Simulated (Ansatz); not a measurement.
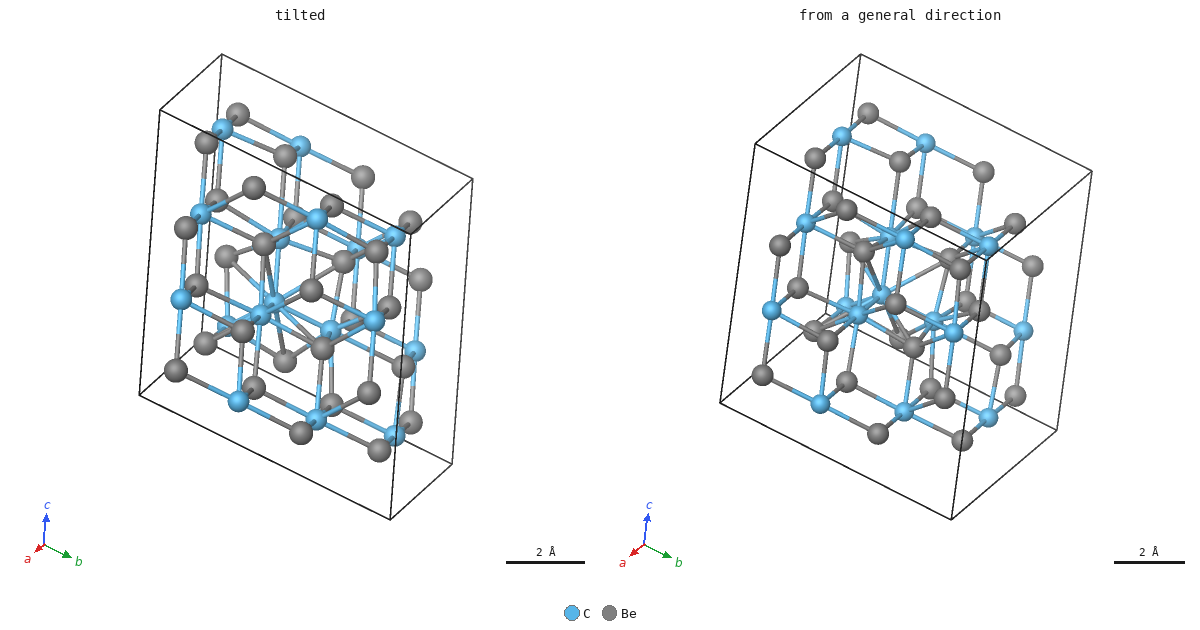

A ball-and-stick rendering, viewed slightly off an axis and from a general direction. One supercell is outlined, and atoms on its boundary appear in each equivalent place. The host is Be2C, in a cell of 48 sites, and the cell carries a charge of +2.

**Identify the point defect.**

Carbon on a beryllium site (an antisite). It is bonded to six Be and four C (about 2.2 Å to Be, 1.7 Å to C). Not all metal-metal contacts are counted.

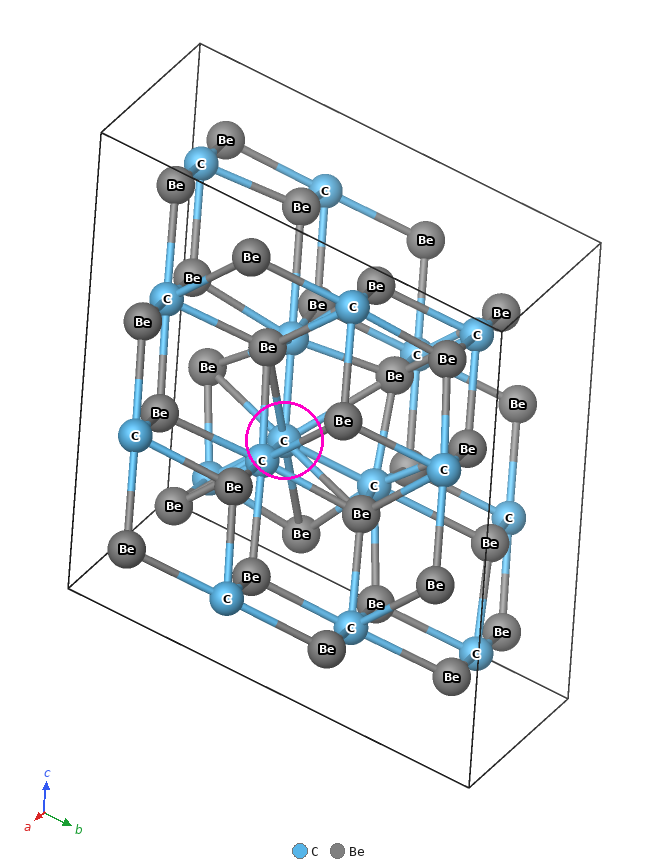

The same cell with a ring at the defect's site.

The atoms were relaxed in the host's cell with Ansatz, DFT PBE, scalar-relativistic, plane waves, PAW.
